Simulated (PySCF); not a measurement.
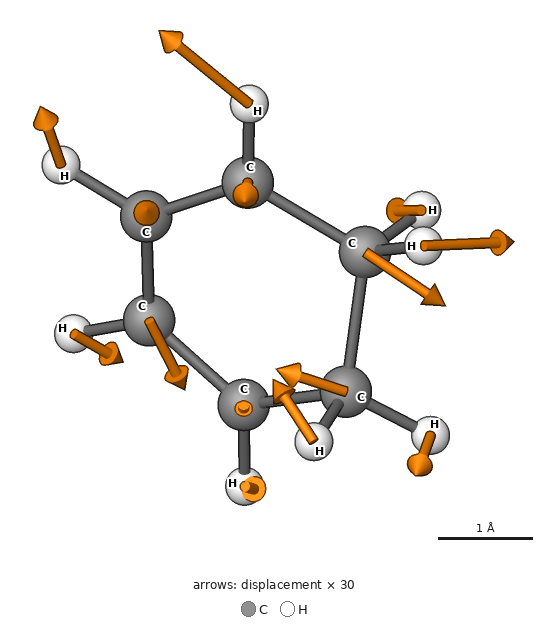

This is a relaxation of C$_{6}$H$_{8}$. The starting structure is drawn; orange arrows show the displacements, 30 times their true length. The two geometries are superimposed by the best rigid fit.

The picture is a ball-and-stick view, seen at a tilt.

The start comes from GFN2-xTB. Its atoms were then displaced at random by about 0.01 Å.

Computed with PySCF, PBE0-D3(BJ)/def2-TZVP geometry optimisation, gas phase. 

Atoms of which element are displaced furthest, and by how much?

Hydrogen: up to 0.049 Å, against 0.035 Å for carbon.

Describe the change and its energy.

An H atom moves most after the best rigid fit: 0.049 Å. Largest moves by element: H 0.049 Å, C 0.035 Å. Among the contacts that change: C–C 1.414 → 1.457 Å, C–C 1.464 → 1.499 Å, C–H 1.056 → 1.085 Å, C–H 1.127 → 1.101 Å. Among the angles between lasting bonds that change: C–C–C 113.6° → 111.3°, C–C–H 116.9° → 119.1°, C–C–H 122.7° → 120.6°. The energy falls by 3.12 kcal/mol in 8 geometry steps. The run took 110 s on 2 threads of Intel(R) Xeon(R) Platinum 8488C, on a shared host.
